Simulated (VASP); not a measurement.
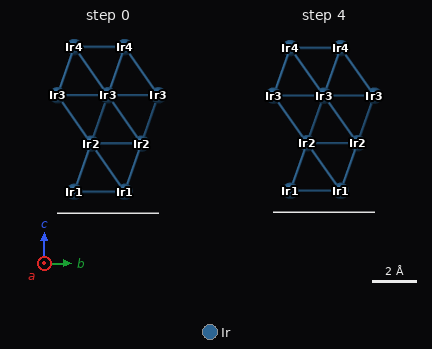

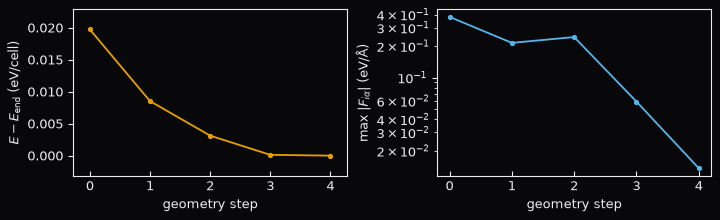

First and last geometry of a relaxation of a slab of composition Ir, with the history of the run. The picture is a ball-and-stick view of the 3 × 2 repeat of the cell, outlined in the plane, without the vacuum, seen along the a axis.

The run lets the atoms move in a fixed cell.

These are results of VASP 6.6.1, Kohn-Sham DFT of a periodic cell, PBE with D3(BJ), VASP PAW PBE potentials, recommended, not measurements.

Input file:
```
SYSTEM = Ir
  ALGO = Normal
  DIPOL = 0.5 0.5 0.500
  EDIFF = 1E-7
  EDIFFG = -0.02
  ENCUT = 520
  GGA = PE
  IBRION = 2
  IDIPOL = 3
  ISIF = 2
  ISMEAR = 1
  IVDW = 12
  KPAR = 2
  LASPH = .True.
  LCHARG = .False.
  LDIPOL = .True.
  LREAL = .False.
  LWAVE = .False.
  NELM = 120
  NSW = 90
  PREC = Accurate
  SIGMA = 0.1
```

Launched with:
```bash
cat potpaw_PBE.64/Ir/POTCAR > POTCAR
mpirun -np 2 vasp_std > vasp.out
```

> What do the curves and the structures tell?

It converged. The largest moves relative to the layer's centre, 0.048 Å, are those of Ir1 and Ir4. Ir1 goes along the normal (+c). The lattice vectors keep their values. Some distances before and after: Ir1–Ir2 2.726 → 2.699 Å. The energy falls by 19.7 meV per cell of the calculation in 4 geometry steps. Largest force component: 0.38 eV/Å at the start, 0.014 eV/Å at the end.
